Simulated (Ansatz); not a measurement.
SiNi

Input file:

```
crystal:
  lattice:
    - [-5.1540864066, 0.0, 0.0]
    - [0.0, -3.3754900003, 0.0]
    - [0.0, 0.0, 12.2394279321]
  atoms:
    - { symbol: Si, position: [0.6787529608, 0.25, 0.4977527583] }
    - { symbol: Si, position: [0.6787529608, 0.25, 0.0386043408] }
    - { symbol: Si, position: [0.8212470392, 0.75, 0.727326967] }
    - { symbol: Si, position: [0.8212470392, 0.75, 0.2681785495] }
    - { symbol: Si, position: [0.1787529608, 0.25, 0.6501182854] }
    - { symbol: Si, position: [0.1787529608, 0.25, 0.190969868] }
    - { symbol: Si, position: [0.3212470392, 0.75, 0.8796924942] }
    - { symbol: Si, position: [0.3212470392, 0.75, 0.4205440767] }
    - { symbol: Ni, position: [0.9917824239, 0.75, 0.5456918948] }
    - { symbol: Ni, position: [0.9917824239, 0.75, 0.0865434773] }
    - { symbol: Ni, position: [0.5082175761, 0.25, 0.7752661035] }
    - { symbol: Ni, position: [0.5082175761, 0.25, 0.316117686] }
    - { symbol: Ni, position: [0.4917824239, 0.75, 0.602179149] }
    - { symbol: Ni, position: [0.4917824239, 0.75, 0.1430307315] }
    - { symbol: Ni, position: [0.0082175761, 0.25, 0.8317533577] }
    - { symbol: Ni, position: [0.0082175761, 0.25, 0.3726049402] }
basis:
  ecutwfc: 420
kpoints:
  mp_grid: { grid: [8, 11, 4] }
hamiltonian:
  xc: pbe
scf:
  occupations: { method: gaussian, width: 0.15 }
output:
  forces: true
  stress: true
  eigenvalues: true
  write_density: true
  write_potential: true
  elf: true
  volumetric_format: npy
```

Command:

```sh
ansatz run input.yaml --threads 2 --pin off --max-ram 5120MiB --backend cpu --events-out ev --progress --plain --runs-dir out
```

Below, planes, directions and counts refer to the conventional cell (a = 5.15 Å, b = 3.38 Å, c = 12.24 Å, α = 90.00°, β = 90.00°, γ = 90.00°).

Space group P2₁/m; not relaxed (largest force 0.8 eV/Å); computed pressure about −4 GPa in this cell; computed without spin polarisation.

All numbers below come from DFT PBE, scalar-relativistic, plane waves, PAW (Ansatz).

What can the converged valence pseudo-density and electron localisation function tell about the bonding?

Answer. Si–Ni (2.39 Å): ρ is about 0.43 e/Å³ halfway; the ELF peaks at about 0.75 in the valence shell of Si, 0.9 Å from its nucleus, and is about 0.50 at the midpoint.

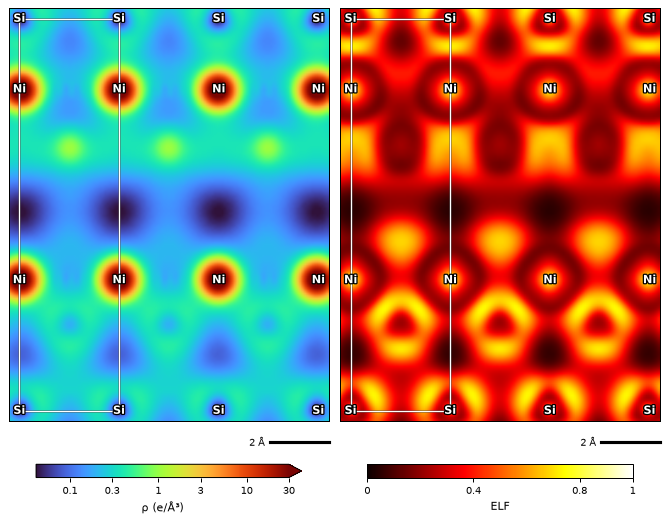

Computed valence pseudo-density and electron localisation function on the (101̄) plane of the conventional cell, in this order. Atoms just off the plane (Si, 0.4 Å away and Ni, 0.8 Å away) can leave unmarked features too.
